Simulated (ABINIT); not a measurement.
# KF (Carobbiite): G0W0 with ABINIT, start to end, part 2 of 3

Aim: the G0W0 gap of KF (Carobbiite) on PBE, step by step.

ABINIT 10.8.3; PBE and many-body steps on it, plane waves. Known limits of the many-body steps: not at the basis limit.

So far. Step 2 (Ground state): The gap is direct, at Γ.

## (3) Bands along the symmetry lines

Level of this step: DFT, PBE, plane waves, norm-conserving pseudopotentials (ABINIT).

Levels along a band path, at the cheap level, show where the edges lie and whether the meshes to come will hold them.

File run.abi:

```
acell 3*1.0 Angstrom
rprim 
  -0.000000000000 2.671850000000 2.671850000000
  2.671850000000 -0.000000000000 2.671850000000
  2.671850000000 2.671850000000 0.000000000000
ntypat 2
znucl 19 9
natom 2
typat 1 2
xred 
  0.000000000000 0.000000000000 0.000000000000
  0.500000000000 0.500000000000 0.500000000000
pp_dirpath "pseudos"
pseudos "K.upf, F.upf"
ecut 36
iscf -2
irdden 1
kptopt 0
nkpt 50
kpt 
  0.00000000 0.00000000 0.00000000
  0.06250000 0.00000000 0.06250000
  0.12500000 0.00000000 0.12500000
  0.18750000 0.00000000 0.18750000
  0.25000000 0.00000000 0.25000000
  0.31250000 0.00000000 0.31250000
  0.37500000 0.00000000 0.37500000
  0.43750000 0.00000000 0.43750000
  0.50000000 0.00000000 0.50000000
  0.51562500 0.03125000 0.51562500
  0.53125000 0.06250000 0.53125000
  0.54687500 0.09375000 0.54687500
  0.56250000 0.12500000 0.56250000
  0.57812500 0.15625000 0.57812500
  0.59375000 0.18750000 0.59375000
  0.60937500 0.21875000 0.60937500
  0.62500000 0.25000000 0.62500000
  0.37500000 0.37500000 0.75000000
  0.32812500 0.32812500 0.65625000
  0.28125000 0.28125000 0.56250000
  0.23437500 0.23437500 0.46875000
  0.18750000 0.18750000 0.37500000
  0.14062500 0.14062500 0.28125000
  0.09375000 0.09375000 0.18750000
  0.04687500 0.04687500 0.09375000
  0.00000000 0.00000000 0.00000000
  0.06250000 0.06250000 0.06250000
  0.12500000 0.12500000 0.12500000
  0.18750000 0.18750000 0.18750000
  0.25000000 0.25000000 0.25000000
  0.31250000 0.31250000 0.31250000
  0.37500000 0.37500000 0.37500000
  0.43750000 0.43750000 0.43750000
  0.50000000 0.50000000 0.50000000
  0.50000000 0.46875000 0.53125000
  0.50000000 0.43750000 0.56250000
  0.50000000 0.40625000 0.59375000
  0.50000000 0.37500000 0.62500000
  0.50000000 0.34375000 0.65625000
  0.50000000 0.31250000 0.68750000
  0.50000000 0.28125000 0.71875000
  0.50000000 0.25000000 0.75000000
  0.50000000 0.21875000 0.71875000
  0.50000000 0.18750000 0.68750000
  0.50000000 0.15625000 0.65625000
  0.50000000 0.12500000 0.62500000
  0.50000000 0.09375000 0.59375000
  0.50000000 0.06250000 0.56250000
  0.50000000 0.03125000 0.53125000
  0.50000000 0.00000000 0.50000000
istwfk *1
nband 15
nbdbuf 2
tolwfr 1e-08
nstep 40
prtwf 0
prtvol 0
indata_prefix "in"
outdata_prefix "out"
tmpdata_prefix "tmp"
```

The run is started by

```bash
$ OMP_NUM_THREADS=1 mpirun -n 4 abinit run.abi > log
```

Numbers of over 12 decimals in the logs are rounded to 6 here.

What it wrote:

```text
.Version 10.8.3 of ABINIT. v10.8.2 released Aug 2026.

 Symmetries : space group Fm -3 m (#225); Bravais cF (face-center cubic)
[... echo of the input left out ...]
== DATASET  1 ==================================================================
-   mpi_nproc: 4, omp_nthreads: 1 (-1 if OMP is not activated)

--- !DatasetInfo
iteration_state: {dtset: 1, }
dimensions: {natom: 2, nkpt: 50, mband: 15, nsppol: 1, nspinor: 1, nspden: 1, mpw: 2693, }
cutoff_energies: {ecut:  36.0, pawecutdg:  -1.0, }
electrons: {nelect:   1.60000000E+01, charge:   0.00000000E+00, occopt:   1.00000000E+00, tsmear:   1.00000000E-02, }

 Real(R)+Recip(G) space primitive vectors, cartesian coordinates (Bohr,Bohr^-1):
 R(1)=  0.0000000  5.0490647  5.0490647  G(1)= -0.0990282  0.0990282  0.0990282
 R(2)=  5.0490647  0.0000000  5.0490647  G(2)=  0.0990282 -0.0990282  0.0990282
 R(3)=  5.0490647  5.0490647  0.0000000  G(3)=  0.0990282  0.0990282 -0.0990282
 Unit cell volume ucvol=  2.5743217E+02 bohr^3
 Angles (23,13,12)=  6.00000000E+01  6.00000000E+01  6.00000000E+01 degrees

 getcut: wavevector=  0.0000  0.0000  0.0000  ngfft=  40  40  40
         ecut(hartree)=     36.000   => boxcut(ratio)=   2.07404

--- Pseudopotential description ------------------------------------------------
- K Generated using ONCVPSP code by D. R. Hamann
- 19.00000   9.00000  171031                  znucl, zion, pspdat
12 -101130 2 -1 2222                          pspcod,pspxc,lmax,lloc,mmax
     nproj     2     2     2
  pspatm : epsatm=    8.42413758
         --- l  ekb(1:nproj) -->
             0   10.871123    0.806704
             1    4.379001    0.553647
             2   -3.405842   -1.029115
 pspatm: atomic psp has been read  and splines computed

- F Generated using ONCVPSP code by D. R. Hamann
-  9.00000   7.00000  171031                  znucl, zion, pspdat
12 -101130 2 -1 832                           pspcod,pspxc,lmax,lloc,mmax
     nproj     2     2     1
  pspatm : epsatm=    4.87625608
         --- l  ekb(1:nproj) -->
[...]
2   -2.441503
 pspatm: atomic psp has been read  and splines computed

--------------------------------------------------------------------------------

================================================================================
 prteigrs : about to open file out_EIG
 Non-SCF case, kpt    1 (  0.00000  0.00000  0.00000), residuals and eigenvalues=
  3.31E-09  1.28E-09  3.72E-09  4.88E-09  9.18E-09  4.82E-09  7.04E-09  2.91E-09
  2.73E-09  5.26E-09  9.06E-09  3.05E-09  6.26E-09  6.22E-09  4.64E-09
 -9.5489E-01 -6.7869E-01 -3.3934E-01 -3.3934E-01 -3.3934E-01  4.8043E-03
  4.8043E-03  4.8043E-03  2.3263E-01  3.9781E-01  3.9781E-01  3.9781E-01
[...]
Non-SCF case, kpt    2 (  0.06250  0.00000  0.06250), residuals and eigenvalues=
  5.19E-09  2.10E-09  1.26E-09  4.66E-09  8.59E-09  5.13E-09  4.81E-09  6.47E-09
[...]
4.23E-09  2.61E-09  3.66E-09  6.84E-09  7.44E-09  5.66E-09  3.06E-09  9.18E-09
  1.12E-09  7.71E-09  1.60E-09  7.86E-09  6.31E-09  3.11E-09  6.26E-09
[...]
Non-SCF case, kpt   49 (  0.50000  0.03125  0.53125), residuals and eigenvalues=
[...]
Non-SCF case, kpt   50 (  0.50000  0.00000  0.50000), residuals and eigenvalues=
[...]
-9.5066E-01 -6.7932E-01 -3.5975E-01 -3.4706E-01 -3.4706E-01 -2.8218E-03
  2.7846E-03  2.7846E-03  3.0741E-01  3.8435E-01  4.3910E-01  5.0161E-01
[...]
--- !ResultsGS
iteration_state: {dtset: 1, }
comment   : Summary of ground state results
lattice_vectors:
- [ -0.0000000,   5.0490647,   5.0490647, ]
- [  5.0490647,  -0.0000000,   5.0490647, ]
- [  5.0490647,   5.0490647,   0.0000000, ]
lattice_lengths: [   7.14046,    7.14046,    7.14046, ]
lattice_angles: [ 60.000,  60.000,  60.000, ] # degrees, (23, 13, 12)
lattice_volume:   2.5743217E+02
convergence: {deltae:  0.000E+00, res2:  0.000E+00, residm:  9.975E-09, diffor:  0.000E+00, }
etotal    :  -5.48240946E+01
entropy   :   0.00000000E+00
fermie    :   4.80427879E-03
cartesian_stress_tensor: null
pressure_GPa: null
xred      :
- [  0.0000E+00,   0.0000E+00,   0.0000E+00,  K]
- [  5.0000E-01,   5.0000E-01,   5.0000E-01,  F]
cartesian_forces: null
force_length_stats: {min: null, max: null, mean: null, }

 Integrated electronic density in atomic spheres:
 ------------------------------------------------
 Atom  Sphere_radius  Integrated_density
[...]
================================================================================

 ----iterations are completed or convergence reached----

 Mean square residual over all n,k,spin=   53.980E-10; max=  99.747E-10
 reduced coordinates (array xred) for    2 atoms
       0.000000000000      0.000000000000      0.000000000000
       0.500000000000      0.500000000000      0.500000000000

 cartesian coordinates (angstrom) at end:
    1      0.000000     0.000000     0.000000
    2      2.671850     2.671850     2.671850
 length scales=  1.889726125908  1.889726125908  1.889726125908 bohr
              =  1.000000000000  1.000000000000  1.000000000000 angstroms
 prteigrs : about to open file out_EIG
 Eigenvalues (hartree) for nkpt=  50  k points:
 kpt#   1, nband= 15, wtk=  1.00000, kpt=  0.0000  0.0000  0.0000 (reduced coord)
[...]
kpt#   2, nband= 15, wtk=  1.00000, kpt=  0.0625  0.0000  0.0625 (reduced coord)
[...]
kpt#   3, nband= 15, wtk=  1.00000, kpt=  0.1250  0.0000  0.1250 (reduced coord)
[...]
kpt#  49, nband= 15, wtk=  1.00000, kpt=  0.5000  0.0313  0.5313 (reduced coord)
  -0.95066   -0.67936   -0.35964   -0.34719   -0.34689   -0.00280    0.00228    0.00267
   0.30843    0.38542    0.43686    0.50164    0.52254    0.52464    0.58271
 kpt#  50, nband= 15, wtk=  1.00000, kpt=  0.5000  0.0000  0.5000 (reduced coord)
  -0.95066   -0.67932   -0.35975   -0.34706   -0.34706   -0.00282    0.00278    0.00278
   0.30741    0.38435    0.43910    0.50161    0.52252    0.52252    0.58469

== END DATASET(S) ==============================================================
================================================================================

 -outvars: echo values of variables after computation  --------
            nband          15
             nkpt          50
          spgroup         225
 [... the other variables as echoed above ...]

 Calculation completed.
```

The job ended after 8.1 s (4 MPI ranks of Arm Neoverse V2, shared host; peak memory 0.28 GiB).

Numbers from this step:

```
gap                        : 6.200 eV
k of the valence top       : 0, 0, 0
k of the conduction bottom : 0, 0, 0
least direct gap           : 6.200 eV
```

The gap is 6.200 eV, as in the run before at this level.

The electronic bands at the labelled points (eV, zero at the top of the highest filled band; v1 is the highest filled band, c1 the lowest empty one):

```tsv
point	v4	v3	v2	v1	c1	c2	c3	c4
Γ	-9.36	0.00	0.00	0.00	6.20	10.69	10.69	10.69
X	-9.57	-0.21	-0.06	-0.06	8.23	10.33	11.82	13.52
U	-9.51	-0.33	-0.19	-0.19	8.98	10.74	11.08	13.51
jump to K	-9.51	-0.33	-0.19	-0.19	8.98	10.74	11.08	13.51
Γ	-9.36	0.00	0.00	0.00	6.20	10.69	10.69	10.69
L	-9.40	-0.78	-0.34	-0.34	9.09	10.63	12.05	12.05
W	-9.45	-0.40	-0.16	-0.16	9.75	9.75	11.21	13.35
X	-9.57	-0.21	-0.06	-0.06	8.23	10.33	11.82	13.52
```

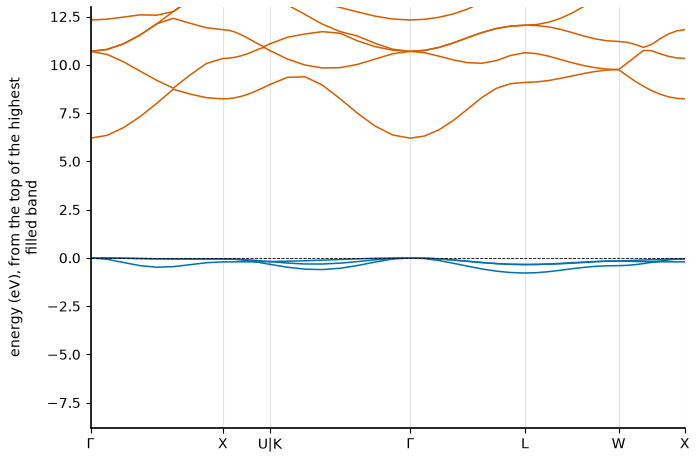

Electronic bands along the path; lines of filled and empty bands in two colours.

## (4) Empty states on the mesh, 6×6×6 mesh, 119 bands

The sums over transitions need many empty states on a uniform mesh; this step solves for them.

File run.abi:

```
acell 3*1.0 Angstrom
rprim 
  -0.000000000000 2.671850000000 2.671850000000
  2.671850000000 -0.000000000000 2.671850000000
  2.671850000000 2.671850000000 0.000000000000
ntypat 2
znucl 19 9
natom 2
typat 1 2
xred 
  0.000000000000 0.000000000000 0.000000000000
  0.500000000000 0.500000000000 0.500000000000
pp_dirpath "pseudos"
pseudos "K.upf, F.upf"
ecut 36
ngkpt 6 6 6
nshiftk 1
shiftk 0 0 0
kptopt 1
chksymbreak 0
irdden 1
istwfk *1
nband 119
prtvol 0
optdriver 6
gwr_task "HDIAGO"
paral_kgb 0
occopt 1
indata_prefix "in"
outdata_prefix "out"
tmpdata_prefix "tmp"
```

What it wrote:

```text
[banner, memory and clock lines left out]
.Version 10.8.3 of ABINIT. v10.8.2 released Aug 2026.

 Symmetries : space group Fm -3 m (#225); Bravais cF (face-center cubic)
[... echo of the input left out ...]
== DATASET  1 ==================================================================
-   mpi_nproc: 4, omp_nthreads: 1 (-1 if OMP is not activated)

--- !DatasetInfo
iteration_state: {dtset: 1, }
dimensions: {natom: 2, nkpt: 16, mband: 119, nsppol: 1, nspinor: 1, nspden: 1, mpw: 2685, }
cutoff_energies: {ecut:  36.0, pawecutdg:  -1.0, }
electrons: {nelect:   1.60000000E+01, charge:   0.00000000E+00, occopt:   1.00000000E+00, tsmear:   1.00000000E-02, }

.Using double precision arithmetic; gwpc =  8

- Reading GS density from: in_DEN

--- Pseudopotential description ------------------------------------------------
- K Generated using ONCVPSP code by D. R. Hamann
- 19.00000   9.00000  171031                  znucl, zion, pspdat
12 -101130 2 -1 2222                          pspcod,pspxc,lmax,lloc,mmax
     nproj     2     2     2
  pspatm : epsatm=    8.42413758
         --- l  ekb(1:nproj) -->
             0   10.871123    0.806704
             1    4.379001    0.553647
             2   -3.405842   -1.029115
 pspatm: atomic psp has been read  and splines computed

- F Generated using ONCVPSP code by D. R. Hamann
-  9.00000   7.00000  171031                  znucl, zion, pspdat
12 -101130 2 -1 832                           pspcod,pspxc,lmax,lloc,mmax
     nproj     2     2     1
  pspatm : epsatm=    4.87625608
         --- l  ekb(1:nproj) -->
             0    6.519403    1.070094
             1   -3.955629   -1.291931
             2   -2.441503
 pspatm: atomic psp has been read  and splines computed

   2.12806299E+02                                ecore*ucvol(ha*bohr**3)

 Total charge density [el/Bohr^3]
)     Maximum=    1.4478E+00  at reduced coord.    0.4750    0.5000    0.5750
)     Minimum=    1.0359E-03  at reduced coord.    0.2500    0.2500    0.2500
   Integrated=    1.6000E+01

 === KS gaps after direct diagonalization ===
 Direct band gap semiconductor
 Fundamental gap:     6.199 (eV)
   VBM:     0.131 (eV) at k: [ 0.0000E+00,  0.0000E+00,  0.0000E+00]
   CBM:     6.330 (eV) at k: [ 0.0000E+00,  0.0000E+00,  0.0000E+00]
 Direct gap:         6.199 (eV) at k: [ 0.0000E+00,  0.0000E+00,  0.0000E+00]

== END DATASET(S) ==============================================================

 -outvars: echo values of variables after computation  --------
           etotal      0.0000000000E+00
            nband         119
             nkpt          16
          spgroup         225
 [... the other variables as echoed above ...]

 Calculation completed.
```

Run time: 52 s. Hardware: 4 MPI ranks; peak memory 1.8 GiB; 3.4 min of CPU time.

This step gave:

* gap: 6.199 eV
* k of the valence top: 0, 0, 0
* k of the conduction bottom: 0, 0, 0
* least direct gap: 6.199 eV
* k points computed: 16
* lowest point of the top converged band, above the valence top: 103.0962 eV

On this mesh the gap is 6.199 eV.

## (5) Screening, 6×6×6 mesh, 111 bands, screening to 179.6 eV

The RPA dielectric matrix is built and inverted for each q.

This step: RPA screening on PBE, plane waves, norm-conserving pseudopotentials.

Changes to run.abi since step 4:

```diff
@@ -20,10 +20,11 @@
 chksymbreak 0
-irdden 1
 istwfk *1
-nband 119
-prtvol 0
-optdriver 6
-gwr_task "HDIAGO"
-paral_kgb 0
 occopt 1
+irdwfk 1
+optdriver 3
+nband 111
+ecuteps 6.6
+inclvkb 2
+awtr 1
+symchi 1
 indata_prefix "in"
```

What it wrote:

```text
.Version 10.8.3 of ABINIT. v10.8.2 released Aug 2026.

 Symmetries : space group Fm -3 m (#225); Bravais cF (face-center cubic)
[... echo of the input left out ...]
== DATASET  1 ==================================================================
-   mpi_nproc: 4, omp_nthreads: 1 (-1 if OMP is not activated)

--- !DatasetInfo
iteration_state: {dtset: 1, }
dimensions: {natom: 2, nkpt: 16, mband: 111, nsppol: 1, nspinor: 1, nspden: 1, mpw: 2685, }
cutoff_energies: {ecut:  36.0, pawecutdg:  -1.0, }
electrons: {nelect:   1.60000000E+01, charge:   0.00000000E+00, occopt:   1.00000000E+00, tsmear:   1.00000000E-02, }

 SCREENING: Calculation of the susceptibility and dielectric matrices

 Based on a program developped by R.W. Godby, V. Olevano, G. Onida, and L. Reining.
 Incorporated in ABINIT by V. Olevano, G.-M. Rignanese, and M. Torrent.
.Using double precision arithmetic ; gwpc =  8

[... cell and pseudopotentials left out ...]
--------------------------------------------------------------------------------

 ==== K-mesh for the wavefunctions ====
 Number of points in the irreducible wedge :    16
[... list of points left out ...]
 Together with 48 symmetry operations and time-reversal symmetry
 yields   216 points in the full Brillouin Zone.

 ==== Q-mesh for the screening function ====
 Number of points in the irreducible wedge :    16
[... list of points left out ...]
 Together with 48 symmetry operations and time-reversal symmetry
 yields   216 points in the full Brillouin Zone.

 setmesh: FFT mesh size selected  =    27x   27x   27
          total number of points  =        19683

 vcoul_init : cutoff-mode = AUXILIARY_FUNCTION
 q-points for optical limit:   1
     1)      0.000010    0.000020    0.000030

- screening: taking advantage of time-reversal symmetry
- Maximum band index for partially occupied states nbvw = 8
- Remaining bands to be divided among processors   nbcw = 103
- Number of bands treated by each node ~25

 Number of electrons calculated from density =   16.0000; Expected =   16.0000
 average of density, n =  0.062152
 r_s =    1.5661
 omega_plasma =   24.0483 [eV]

 calculating chi0 at frequencies [eV] :
  1    0.000000E+00    0.000000E+00
  2    0.000000E+00    2.404829E+01

--------------------------------------------------------------------------------
  q-point number  1        q = ( 0.000000, 0.000000, 0.000000) [r.l.u.]
--------------------------------------------------------------------------------
[... chi0 elements left out ...]
 For q-point:  0.000010 0.000020 0.000030
  dielectric constant =   1.8958
  dielectric constant without local fields =   2.1042

  Average fulfillment of the sum rule on Im[epsilon] for q-point    1 :     69.62  [%]
[... wings left out ...]
  q-point number  2        q = ( 0.166667, 0.000000, 0.000000) [r.l.u.]
--------------------------------------------------------------------------------
[... chi0 elements left out ...]
  Average fulfillment of the sum rule on Im[epsilon] for q-point    2 :     80.18  [%]

 [... 14 further q-points ...]
```

Wall time 85 s (4 MPI ranks); peak memory 1.1 GiB.

This step gave:

| Quantity | Value |
| --- | --- |
| ε∞ with local fields, on this mesh, along the program's q direction | 1.896 |
| the same without local fields | 2.104 |
| plasma frequency | 24.05 eV |
| plane waves in the screening matrix | 181 |

Local fields lower ε∞ by 10 %.

(Part 2 of 3 ends here.)

[Paths, hosts, dates, memory and timing lines, banners, echoed tables and standing remarks are left out of the program output.]

[Logs are printed without paths, hosts, clocks, repeated set-up lines and the standing remarks that a program may print on its own settings, such as how far it seeks lower states.]

[Runs of the session that timed out or met a known fault of the program may be left out.]

[Hosts, paths, dates, database ids (printed as entryN), source tags and the programs' standing remarks are cut or masked in the printed files.]

[G0W0 gaps are taken among the corrected bands and points alone; a level outside them can change the order at an edge.]

[Where Ansatz stands beside ABINIT at settings called matched, ABINIT's density can come from a denser mesh and the files from another edition; pairs whose starting gaps differed by over 0.03 eV were left out, so agreement reads better than it is.]
